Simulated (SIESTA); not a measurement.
# Bi: 7 runs along one coordinate

System: Bi (2 atoms in the cell).
Method: Kohn-Sham DFT of a periodic cell, PBE, PseudoDojo 0.4 standard NC, numerical atomic orbitals, no spin polarisation (SIESTA 5.4.2).

The 7 runs differ only in the geometry, by an even scaling of the cell at fixed fractional positions. The structure derives from an entry of the Crystallography Open Database.

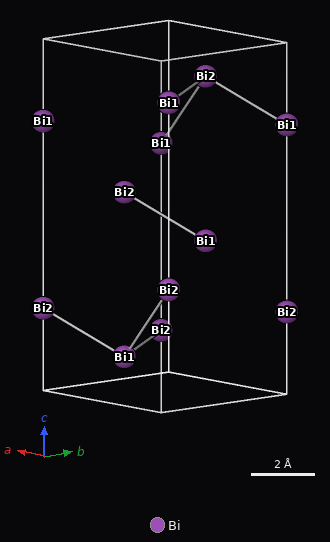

Figure 1. The structure of run 4 (ball-and-stick view of the cell 3 times as large as that of the calculation, set on its symmetry axes, seen at an oblique angle; atoms are numbered from 1 in the order of the input).

## Input of run 4
```
SystemName                      Bismuth
SystemLabel                     Bi
NumberOfSpecies                 1
NumberOfAtoms                   2
%block ChemicalSpeciesLabel
  1  83 Bi
%endblock ChemicalSpeciesLabel

LatticeConstant                 1.0 Ang
%block LatticeVectors
     2.2675000000     1.3091417354     3.9380000000
    -2.2675000000     1.3091417354     3.9380000000
     0.0000000000    -2.6182834708     3.9380000000
%endblock LatticeVectors
AtomicCoordinatesFormat         Fractional
%block AtomicCoordinatesAndAtomicSpecies
     0.7660000000     0.7660000000     0.7660000000  1  Bi
     0.2340000000     0.2340000000     0.2340000000  1  Bi
%endblock AtomicCoordinatesAndAtomicSpecies

%block kgrid.MonkhorstPack
    7   0   0  0.0
    0   7   0  0.0
    0   0   7  0.0
%endblock kgrid.MonkhorstPack
XC.Functional                   GGA
XC.Authors                      PBE
PAO.BasisSize                   DZP
PAO.EnergyShift                 0.002 Ry
Mesh.Cutoff                     500 Ry
OccupationFunction              FD
ElectronicTemperature           0.05 eV
MaxSCFIterations                120
SCF.MustConverge                false
SCF.Mixer.Method                Pulay
SCF.Mixer.Weight                0.25
SCF.Mixer.History               8
SCF.DM.Tolerance                5.0e-05
SCF.H.Tolerance                 1.0e-03 eV
WriteForces                     true
Charge.Mulliken                 end
```

Command:
```bash
siesta < Bi.fdf > Bi.out 2>&1
```

Run 6 differs from it as follows:
```diff
-     2.2675000000     1.3091417354     3.9380000000
-    -2.2675000000     1.3091417354     3.9380000000
-     0.0000000000    -2.6182834708     3.9380000000
+     2.2973389482     1.3263692602     3.9898217322
+    -2.2973389482     1.3263692602     3.9898217322
+     0.0000000000    -2.6527385203     3.9898217322
```

## Results, with one run withheld

| run | volume per atom (Å³) | free energy per atom, from the lowest run given (meV) | pressure (GPa) | gap on the mesh (eV) |
| --- | --- | --- | --- | --- |
| 1 | 32.965 | 71.98 | 6.65 | 0.32 |
| 2 | 33.667 | 46.28 | 5.13 | 0.30 |
| 3 | 34.368 | 26.83 | 3.77 | 0.29 |
| 4 | 35.070 | 13.05 | 2.56 | 0.28 |
| 5 | 35.771 | 4.27 | 1.49 | 0.27 |
| 6 | 36.472 | ? | ? | ? |
| 7 | 37.174 | 0.00 | −0.33 | 0.25 |

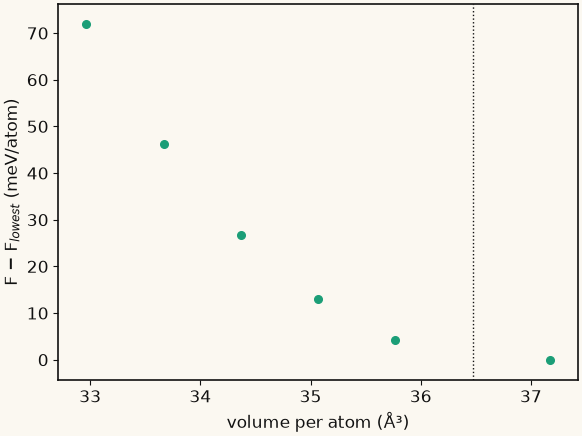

Figure 2. Free energy per atom of the runs given; the dotted line marks run 6.

Fit the runs given and predict run 6.

A cubic polynomial in V^(−2/3) (the Birch–Murnaghan form), fitted to the 6 runs given, misses them by at most 0.02 meV per atom. With x = V^(−2/3) − 0.09383 Å⁻², it reads F = 17.852 + 10493 x + 1.517e+06 x² + 3.6721e+06 x³ (meV per atom). At run 6 it gives 0.09 meV per atom, and the run itself gives −0.13. The slope of the fit gives a pressure −dF/dV of 0.47 GPa there, and the run prints 0.54 GPa. The two needn't agree exactly: the fit is approximate, and the printed stress is taken on a finite basis. The fit has its minimum at 36.836 Å³ per atom, where V d²F/dV² gives 46.6 GPa. Cell shape and fractional positions are held, so this is the stiffness under even scaling; the relaxed bulk modulus wasn't computed. The gap on the mesh goes, without turning, from 0.32 eV in run 1 to 0.25 eV in run 7; run 6 has 0.26 eV. These are gaps of this functional on this mesh, which can miss the band edges; they aren't the measured gap.

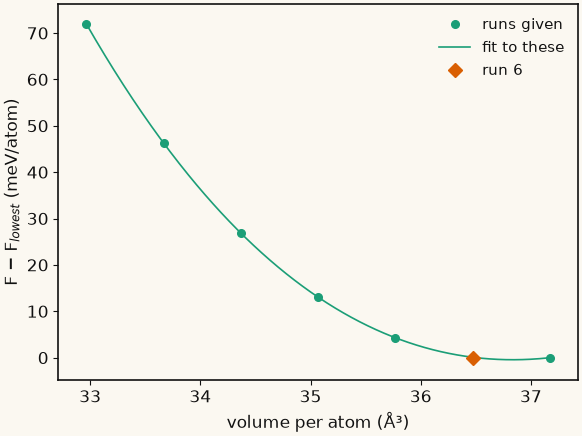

Figure 3. The fit and the withheld run.

## Some lines of the output (run 6)
```
[...]
outcell: Cell volume (Ang**3)        :     72.9448
stepf: Fermi-Dirac step function
siesta: Etot    =     -4464.817333
siesta: FreeEng =     -4464.818843
        iscf     Eharris(eV)        E_KS(eV)     FreeEng(eV)     dDmax    Ef(eV) dHmax(eV)
siesta: E_KS(eV) =            -4464.8552
siesta: E_KS - E_eggbox =     -4464.8552
siesta: Etot    =     -4464.855172
siesta: FreeEng =     -4464.856497
siesta:         Fermi =      -4.347861
siesta: Cell volume =         72.944788 Ang**3
    Orbital volume contribution        =           2.716289 eV
```

Notes: Spin–orbit coupling is left out, which matters for Bi. With a small basis of atomic orbitals these values can differ much from converged plane-wave results.
